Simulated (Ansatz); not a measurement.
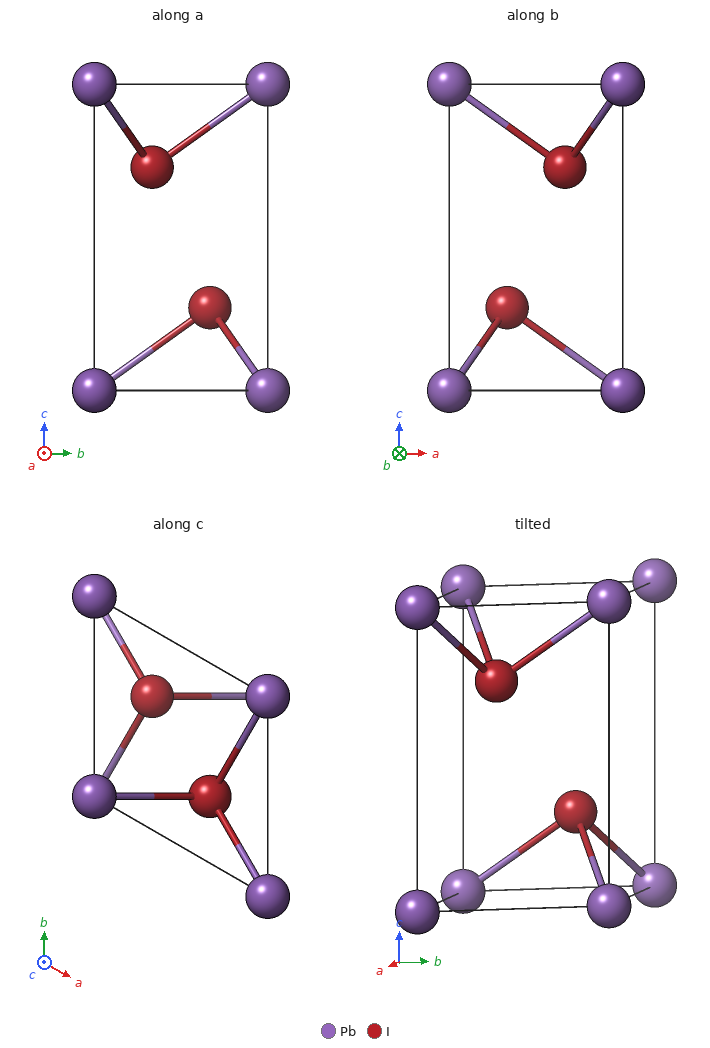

Crystal structure, ball-and-stick style, seen along the a axis, along the b axis, along the c axis and slightly off an axis. The wireframe shows the conventional unit cell.

Lattice parameters: a = 4.557 Å, b = 4.557 Å, c = 6.971 Å, α = 90.00°, β = 90.00°, γ = 120.00°. Put a along x and b in the xy plane.

> Give the structure in the form of a POSCAR file, with free fractional coordinates to two decimals.

```
Pb I
1.0
     4.557    0.000    0.000
    -2.278    3.946    0.000
     0.000    0.000    6.971
Pb I
1 2
Direct
  0.00 0.00 0.00
  0.3333 0.6667 0.27
  0.6667 0.3333 0.73
```

It goes back to a structure type known for this compound. Earlier steps of the study, as a rule a relaxation of our own, may have changed the cell and positions, so they can lie some per cent off the listed ones. A calculation with Ansatz used it as input.
